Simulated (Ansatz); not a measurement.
Input

```
crystal:
  lattice:
    - [5.0727484734, 0.0, 0.0]
    - [-2.5363742367, 4.393129045, 0.0]
    - [0.0, 0.0, 2.8484805726]
  atoms:
    - { symbol: Ta, position: [0.0, 1.0, 0.0] }
    - { symbol: Ta, position: [0.3333333333, 0.6666666667, 0.5] }
    - { symbol: Ta, position: [0.6666666667, 0.3333333333, 0.5] }
hamiltonian:
  xc: revpbe
  pseudopotentials:
    kind: paw
    azcp:
      Ta: "pseudopotentials/Ta.paw.azcp"
basis:
  ecutwfc: 420
  fft_grid_basis: typed
kpoints:
  mp_grid: { grid: [9, 9, 13], shift: [0, 0, 0] }
magnetization:
  spin_polarized: false
scf:
  occupations: { method: fermi_dirac, width: 0.1 }
  lower_state_search: "off"
output:
  stress: true
  write_density: true
  write_potential: true
  elf: true
  volumetric_format: npy
```

Below, planes, directions and counts refer to the conventional cell (a = 5.07 Å, b = 5.07 Å, c = 2.85 Å, α = 90.00°, β = 90.00°, γ = 120.00°).

Space group P6/mmm; set up as Ta, omega (AlB2-type); a generated structure, not necessarily the stable one; changed on purpose from its base cell (volume × 1.12); computed pressure about −16 GPa in this cell; computed without spin polarisation.

Method: Ansatz, DFT, revPBE, plane waves (420 eV) with PAW, scalar-relativistic.

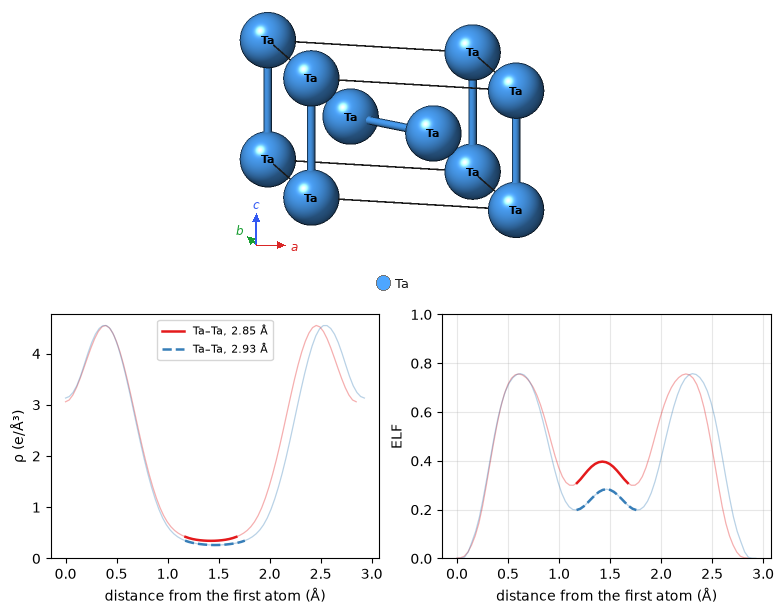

Ta. Valence electron density and ELF along straight lines between neighbouring atoms. Thin, pale parts lie inside the atomic spheres. The structure is drawn too.

In a PAW calculation such maps are meaningful between the atoms, not at the nuclei.

Compare the contacts.

Answer. Ta–Ta (2.85 Å): the density is about 0.34 e/Å³ at the midpoint; the ELF is about 0.40 at the midpoint.
Ta–Ta (2.93 Å): ρ at the midpoint is about 0.26 e/Å³; the ELF is about 0.30 at the midpoint; no shared electron pair shows on this line.
